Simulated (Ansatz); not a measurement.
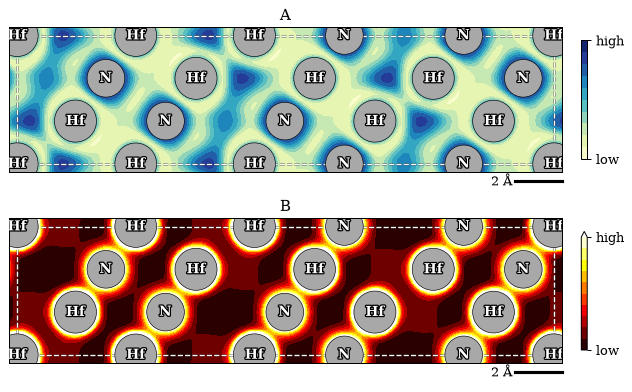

Hf$_{3}$N$_{2}$: 2 fields on the (110) plane of the conventional cell, with unlabelled colour scales. Grey discs cover the atomic cores.

Space group R-3m; a structure from a database of computed crystals, not necessarily the ambient phase.

Computed with DFT PBEsol, scalar-relativistic, plane waves, PAW in Ansatz.

```xyz
15
Lattice="3.1933 0.0000 0.0000 -1.5967 2.7655 0.0000 0.0000 0.0000 23.1246" Properties=species:S:1:pos:R:3 pbc="T T T"
Hf    1.5967    0.9218    2.5971
Hf    0.0000    1.8437   10.3052
Hf    0.0000    0.0000   18.0136
Hf    0.0000    0.0000    5.1110
Hf    1.5967    0.9218   12.8193
Hf    0.0000    1.8437   20.5274
Hf    0.0000    0.0000    0.0000
Hf    1.5967    0.9218    7.7081
Hf    0.0000    1.8437   15.4165
N     0.0000    1.8437    6.4240
N     0.0000    0.0000   14.1321
N     1.5967    0.9218   21.8402
N     0.0000    1.8437    1.2843
N     0.0000    0.0000    8.9924
N     1.5967    0.9218   16.7006
```

Question: Match the panels to the quantities (electron localisation function and valence pseudo-density).

Answer: Panel A: electron localisation function. Panel B: valence pseudo-density. From the grid: Hf–N (2.25 Å): ρ at the midpoint is about 0.54 e/Å³; the ELF peaks at about 0.80 in the valence shell of N, 0.6 Å from its nucleus, and drops to about 0.15 between the two atoms: no localised pair shows between them. Hf–Hf (3.12 Å): ρ is about 0.21 e/Å³ halfway; the ELF is about 0.30 at the midpoint; no shared electron pair shows on this line.
